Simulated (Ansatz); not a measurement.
## Geometry relaxation of PdSi31

System: PdSi31 (defect cell, 32 atoms in the cell).
Method: DFT, PBE, plane waves, PAW, no spin polarisation (Ansatz 0.2.0).

The structure derives from a Materials Project entry. The run did not end well. It belongs to a series of runs on one base structure; here: Pd on a Si site (a), charge +0, atoms relaxed at the host's cell.

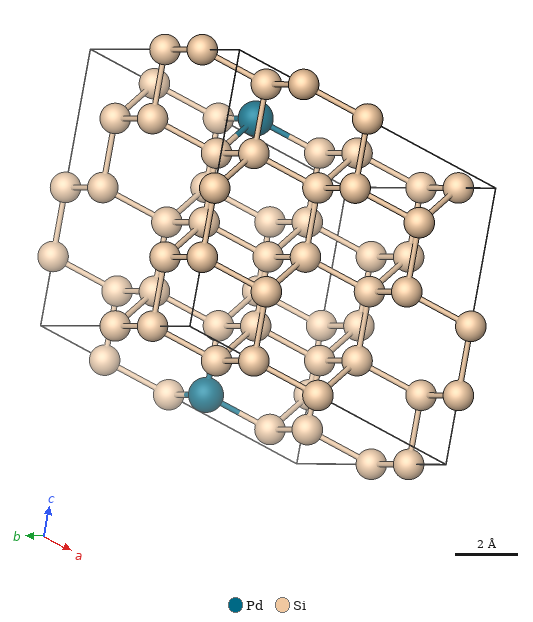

**Figure 1.** The starting structure (ball-and-stick view of the cell of the calculation, seen at an oblique angle).

## The input
```yaml
crystal:
  lattice:
    - [5.4700937543, 5.4700937543, -5.4700937543]
    - [-5.4700937543, 5.4700937543, 5.4700937543]
    - [5.4700937543, -5.4700937543, 5.4700937543]
  atoms:
    - { symbol: Pd, position: [0.5, 0.75, 1.0] }
    - { symbol: Si, position: [0.25, 0.75, 0.25] }
    - { symbol: Si, position: [0.0, 0.75, 0.5] }
    - { symbol: Si, position: [0.5, 1.0, 0.75] }
    - { symbol: Si, position: [0.75, 0.75, 0.75] }
    - { symbol: Si, position: [0.25, 1.0, 1.0] }
    - { symbol: Si, position: [0.0, 0.0, 0.25] }
    - { symbol: Si, position: [0.5, 0.25, 0.5] }
    - { symbol: Si, position: [0.75, 0.0, 0.5] }
    - { symbol: Si, position: [0.25, 0.25, 0.75] }
    - { symbol: Si, position: [0.0, 0.25, 0.0] }
    - { symbol: Si, position: [0.5, 0.5, 0.25] }
    - { symbol: Si, position: [0.75, 0.25, 0.25] }
    - { symbol: Si, position: [0.25, 0.5, 0.5] }
    - { symbol: Si, position: [0.0, 0.5, 0.75] }
    - { symbol: Si, position: [0.75, 0.5, 0.0] }
    - { symbol: Si, position: [0.25, 0.5, 0.75] }
    - { symbol: Si, position: [0.0, 0.5, 0.0] }
    - { symbol: Si, position: [0.75, 0.5, 0.25] }
    - { symbol: Si, position: [0.25, 0.75, 0.5] }
    - { symbol: Si, position: [0.5, 0.5, 0.5] }
    - { symbol: Si, position: [0.0, 0.75, 0.75] }
    - { symbol: Si, position: [0.75, 0.75, 0.0] }
    - { symbol: Si, position: [0.25, 0.0, 0.25] }
    - { symbol: Si, position: [0.5, 0.75, 0.25] }
    - { symbol: Si, position: [0.0, 0.0, 0.5] }
    - { symbol: Si, position: [0.75, 0.0, 0.75] }
    - { symbol: Si, position: [0.25, 0.25, 0.0] }
    - { symbol: Si, position: [0.5, 0.0, 0.0] }
    - { symbol: Si, position: [0.0, 0.25, 0.25] }
    - { symbol: Si, position: [0.75, 0.25, 0.5] }
    - { symbol: Si, position: [0.5, 0.25, 0.75] }
  host:
    lattice:
      - [0.0, 2.7350468771, 2.7350468771]
      - [2.7350468771, 0.0, 2.7350468771]
      - [2.7350468771, 2.7350468771, 0.0]
    atoms:
      - { symbol: Si, position: [0.75, 0.75, 0.75] }
      - { symbol: Si, position: [0.5, 0.5, 0.5] }
basis:
  ecutwfc: 420
  xc_grid: 2
kpoints:
  mp_grid: { grid: [2, 2, 2], shift: [0.5, 0.5, 0.5] }
hamiltonian:
  xc: pbe
scf:
  occupations: { method: gaussian, width: 0.01 }
output:
  forces: true
  stress: false
  eigenvalues: true
  charged_corrections:
    defect_position: [0.5, 0.75, 1.0]
    epsilon: [[12.9823, 0.0, 0.0], [0.0, 12.9823, 0.0], [0.0, 0.0, 12.9823]]
  write_density: true
  write_potential: true
  elf: true
  volumetric_format: npy
relax:
  adjacent_minimum: "off"
  f_tol: 0.025
  max_steps: 1
```

Hardware: 4 threads of Intel Xeon @ 2.10GHz (Emerald Rapids), 189 GiB of memory available, shared host.

Launch command:
```bash
ansatz run input.yaml --threads 4 --pin off --max-ram 8192MiB --backend cpu --events-out ev --progress --plain --runs-dir out
```

## Output
```
Engine: ansatz 0.2.0, x86_64-unknown-linux-gnu
Pseudopotentials: kind: paw
Pseudopotential: Pd, paw, valence charge 18, recommended cutoff 420 eV (normal), Pd.paw.azcp
Pseudopotential: Si, paw, valence charge 4, recommended cutoff 420 eV (normal), Si.paw.azcp
Functional definition: PBE
  parameter kappa = 0.804
  parameter beta = 0.06672455060314922
  exchange = pbe_x(kappa = kappa, mu = beta*pi^2/3)
  correlation = pbe_c(beta = beta)
Crystal: 32 atoms, lattice volume = 654.703 Å³
Basis set: ecut = 420 eV, 12839 PW (Γ), exchange–correlation on 128×128×128 points (8 copies of the dense FFT grid, shifted against one another)
Bands: 103, of which v1, the nominal top of the filled ones, is band 71 counted from 1 (70 counted from 0)
Symmetry: 24 space group operations
Space group: I-43m (ITA 217), of the structure as read, at distance tolerance 8.7e-5 Å
k-points: 2 of 8 (time reversal used)
Non-local potential: Pd, projectors of the file, l = 0: 2, l = 1: 2, l = 2: 2, l = 3: 1
Non-local potential: Si, projectors of the file, l = 0: 2, l = 1: 2, l = 2: 2
PAW form: soft (Blöchl's): semilocal exchange-correlation on the pseudo side does not see the compensation charge
PAW one-centre angular grid: Pd, 590 points (default); XC on 64 Gauss nodes
PAW one-centre angular grid: Si, 110 points (default); XC on 64 Gauss nodes
Initial density: superposition of atomic densities (neutral atoms: chi_scale 0, normalization atom), corrected by the library's trained network
Initial wavefunctions: pseudopotential atomic-orbital guess
Functional: x = pbe(κ = 0.804, μ = 0.2195149727645171), c = pbe(β = 0.06672455060314922)
SCF iter   1: F=—  HF=-26681.809870 eV  |F-HF|=—  |Δ(HF+E_count)|=         —  Δρ=2.58e-3  dr2=1.44e-1  ethr=1.77e-3  ⟨swp⟩=6.5  Hψ=1005  notcnv=0  defer=19
preconditioner: auto → Resta (q_TF=auto, 2.115 Å⁻¹)  ε∞=5.8  [insulator: Δε(μ)=0.278 eV  Ē_g=7.632 eV  σ=0.010 eV  W_gap=0.83  n_scr=86 (ndim 8)  ℏωp=16.8 eV  f_vac=0.000  D(μ)=106.00/eV (n_scr^D=1744)  ε∞_Penn≈5.8]
SCF iter   2: F=—  HF=-26681.795633 eV  |F-HF|=—  |Δ(HF+E_count)|=   1.42e-2  Δρ=1.29e-3  dr2=3.51e-2  ethr=1.02e-4  ⟨swp⟩=2.0  Hψ=247  notcnv=0  defer=35
SCF iter   3: F=—  HF=-26681.790018 eV  |F-HF|=—  |Δ(HF+E_count)|=   5.61e-3  Δρ=3.69e-4  dr2=1.22e-3  ethr=2.47e-5  ⟨swp⟩=3.0  Hψ=257  notcnv=0  defer=45
SCF iter   4: F=—  HF=-26681.790011 eV  |F-HF|=—  |Δ(HF+E_count)|=   7.59e-6  Δρ=1.13e-4  dr2=1.04e-4  ethr=8.56e-7  ⟨swp⟩=2.0  Hψ=307  notcnv=0  defer=45
SCF iter   5: F=—  HF=-26681.790060 eV  |F-HF|=—  |Δ(HF+E_count)|=   4.96e-5  Δρ=2.61e-5  dr2=6.22e-6  ethr=7.35e-8  ⟨swp⟩=2.0  Hψ=295  notcnv=0  defer=45
SCF iter   6: F=—  HF=-26681.789719 eV  |F-HF|=—  |Δ(HF+E_count)|=   3.41e-4  Δρ=7.19e-6  dr2=3.53e-7  ethr=4.38e-9  ⟨swp⟩=2.0  Hψ=294  notcnv=0  defer=45
SCF iter   7: F=-26681.789720 eV  HF=-26681.789720 eV  |F-HF|=8.99e-9  |Δ(HF+E_count)|=   5.82e-7  Δρ=1.08e-6  dr2=1.39e-8  ethr=7.04e-11  ⟨swp⟩=19.0  Hψ=1802  notcnv=0
SCF 1 converged in 7 iterations: F = -26681.789720 eV  dr2 = 1.39e-8
  greatest PAW one-centre occupation: 0.999 electrons in one spin orbital (limit 2), on the Pd atom at site 0 (counted from 0), in its partial waves of l = 0
relax step   1: F+E_penalty+E_count = -26681.78971985 eV  Δ(F+E_penalty+E_count) = +0.000e0 eV  max|allowed force component| = 8.929e-2 eV/Å  Δτ_max = 0.0000 Å  (7 SCF iters, accepted)
```

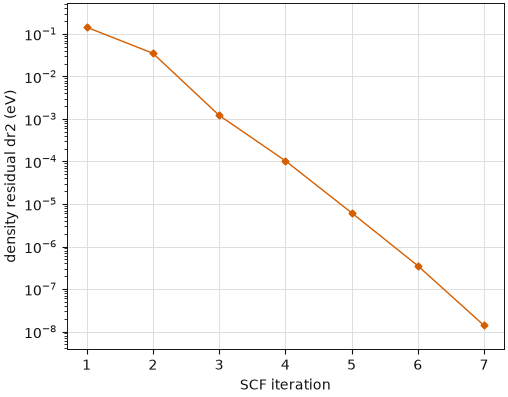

**Figure 2.** Convergence of the self-consistent field: density residual dr2 against the SCF iteration. The residual is still falling at the last step (down to 1.5 × 10⁻⁸), so the run was stopped before it got there.

```
Step failed. What follows is not a result of the run: it is the report of the last solve that finished, which converged after 7 SCF iterations.
Free energy (F): -26681.789720 eV
Harris-Foulkes:  -26681.789720 eV  (|F-HF|=8.99e-9)
Internal energy: -26681.784420 eV  (E = F + TS)
E sigma→0 (E₀):  -26681.787070 eV
Entropy (-TS):   -0.005300 eV (-0.166 meV/atom)
Fermi energy:    6.583864 eV
--- Per-component energies (eV) ---
  E_band       = -245.633382
  E_kinetic    = 1754.795429
  E_local      = -5122.924755  (includes V_loc(G=0)·N_el)
  E_nonlocal   = 1017.497917
  E_hartree    = 2082.434110
  E_xc         = -1875.263933
  E_vxc        = -1654.875628  (∫ρ·V_xc dr)
  E_paw        = -19644.624939  (= ΣΔE_a)
  E_vpaw       = -404.994730  (= ΣTr[D̂ρ^β])
  E_aug_tail   = 0.000382  (compensation charges beyond the density's cutoff)
  E_ewald      = -4893.698631
  E_smearing   = -0.005300  (= −TS)
  E_closure    = 0.000000  (closes the sum)
  Σ components = -26681.789720   (vs F -26681.789720, Δ=0.00e0)
--- Forces (eV/Å), atoms counted from 1 ---
  atom   1  Pd    -0.00000000     0.00000000     0.00000000
  atom   2  Si    -0.04967954     0.04856035    -0.04856035
  atom   3  Si    -0.00000000    -0.00000000     0.00000000
  atom   4  Si     0.04856035    -0.04856035    -0.04967954
  atom   5  Si    -0.04967954    -0.04856035     0.04856035
  atom   6  Si     0.04856035    -0.04967954    -0.04856035
  atom   7  Si    -0.04856035    -0.04856035     0.04967954
  atom   8  Si     0.00000000    -0.00000000     0.00000000
  atom   9  Si    -0.04856035     0.04967954    -0.04856035
  atom  10  Si     0.04967954     0.04856035     0.04856035
  atom  11  Si     0.00000000     0.00000000    -0.00000000
  atom  12  Si    -0.04856035     0.04856035    -0.04967954
  atom  13  Si     0.04967954    -0.04856035    -0.04856035
  atom  14  Si     0.04856035     0.04967954     0.04856035
  atom  15  Si     0.04856035     0.04856035     0.04967954
  atom  16  Si    -0.04856035    -0.04967954     0.04856035
  atom  17  Si    -0.08929128    -0.08929128    -0.08929128
  atom  18  Si     0.03996651     0.06904399    -0.03996651
  atom  19  Si    -0.06904399     0.03996651     0.03996651
  atom  20  Si     0.06904399    -0.03996651     0.03996651
  atom  21  Si     0.03996651    -0.03996651     0.06904399
  atom  22  Si     0.06904399     0.03996651    -0.03996651
  atom  23  Si     0.08929128     0.08929128    -0.08929128
  atom  24  Si     0.03996651     0.03996651    -0.06904399
  atom  25  Si     0.08929128    -0.08929128     0.08929128
  atom  26  Si    -0.06904399    -0.03996651    -0.03996651
  atom  27  Si     0.03996651    -0.06904399     0.03996651
  atom  28  Si    -0.03996651     0.06904399     0.03996651
  atom  29  Si    -0.08929128     0.08929128     0.08929128
  atom  30  Si    -0.03996651    -0.06904399    -0.03996651
  atom  31  Si    -0.03996651    -0.03996651    -0.06904399
  atom  32  Si    -0.03996651     0.03996651     0.06904399
  max |Σ_I F_I| component: 1.11e-16 eV/Å
--- Band table (eV) ---
  k-point 0: bands = ["-78.8156", "-44.5484", "-44.5484", "-44.5484", "-4.8085", "-4.8085", "-4.8085", "-4.5483", "-2.9417", "-2.9417", "-2.9417", "-2.9417", "-2.9417", "-2.9417", "-2.9411", "-2.9411", "-2.8897", "-2.8897", "-2.8897", "-1.8117", "-0.1494", "-0.1494", "-0.1494", "-0.1195", "-0.1195", "-0.1078", "-0.1078", "-0.1078", "-0.0216", "-0.0216", "-0.0216", "1.3778", "1.9555", "1.9555", "1.9555", "2.2538", "2.2538", "2.5587", "2.5587", "2.5587", "2.5638", "2.7527", "2.7527", "2.7527", "3.0015", "3.0015", "3.0015", "3.2278", "3.2278", "3.2278", "3.3622", "3.3622", "3.7389", "4.0515", "4.0542", "4.0542", "4.0542", "4.0627", "4.0627", "4.0627", "4.2109", "4.2109", "4.7689", "4.7689", "4.7689", "5.4676", "5.4676", "5.4676", "5.4943", "5.4943", "6.8156", "6.8156", "6.8156", "7.7572", "7.7572", "7.7572", "7.8027", "7.8027", "7.8027", "7.9405", "7.9830", "7.9830", "7.9830", "8.1479", "8.1479", "8.4498", "8.4498", "8.4498", "9.1107", "9.7050", "9.7050", "9.7050", "9.8281", "9.8281", "10.0490", "10.0490", "10.0490", "10.6497", "10.6497", "10.6497", "10.8621", "10.8741", "10.8741"]
  k-point 1: bands = ["-78.8156", "-44.5484", "-44.5484", "-44.5484", "-5.2670", "-4.3003", "-4.2788", "-4.2788", "-4.0761", "-3.4752", "-3.4589", "-3.4589", "-3.3096", "-3.0414", "-2.5519", "-2.5459", "-2.5459", "-2.1138", "-1.4625", "-1.4410", "-1.4410", "-1.0237", "-0.3116", "-0.2897", "-0.2897", "-0.1954", "-0.0391", "-0.0391", "-0.0271", "0.3459", "1.0650", "1.6903", "1.6903", "1.9290", "1.9711", "2.0223", "2.1857", "2.1857", "2.3561", "2.5476", "2.5985", "2.5985", "2.7051", "3.0259", "3.0259", "3.0397", "3.1714", "3.2437", "3.6233", "3.6233", "3.6508", "3.7115", "3.7115", "3.7199", "3.7308", "3.7980", "3.8572", "3.8572", "4.2135", "4.2909", "4.2909", "4.5712", "4.8583", "4.8743", "4.8743", "4.9647", "4.9722", "5.1213", "5.3070", "5.3070", "6.3108", "6.5907", "6.5907", "7.0773", "7.9273", "8.3002", "8.3171", "8.3432", "8.3432", "8.4419", "8.5505", "8.5505", "8.6970", "8.7102", "8.8744", "8.9194", "8.9194", "9.2056", "9.2356", "9.2702", "9.2702", "9.3356", "9.8948", "9.8959", "9.8959", "9.9858", "9.9858", "10.0347", "10.0367", "10.0898", "10.0904", "10.0904", "10.2183"]
End of that report.
Error: geometry relaxation did not converge after 1 steps: max|allowed force component| = 8.93e-2 eV/Å (threshold 2.5e-2). Raise `relax.max_steps` over both its present limit and 1, loosen `relax.f_tol`, or start from a geometry closer to equilibrium. Where this run's directory can be resumed (`checkpoint.write`), a resume goes on for up to `relax.max_steps` more
```

## What the run reported

| quantity | value |
| --- | --- |
| outcome | not converged |
| wall time | 51 s (CPU time 74 s) |
| peak memory | 1 GiB |

## What went wrong

Settings chosen away from the usual ones: Pd on a Si site (a), charge +0, atoms relaxed at the host's cell. The run did not converge: “geometry relaxation did not converge after 1 steps: max|allowed force component| = 8.93e-2 eV/Å (threshold 2.5e-2). Raise `relax.max_steps` over both its present limit and 1, loosen `relax.f_tol`, or start from a geometry closer to equilibrium …” Its last values are not results.
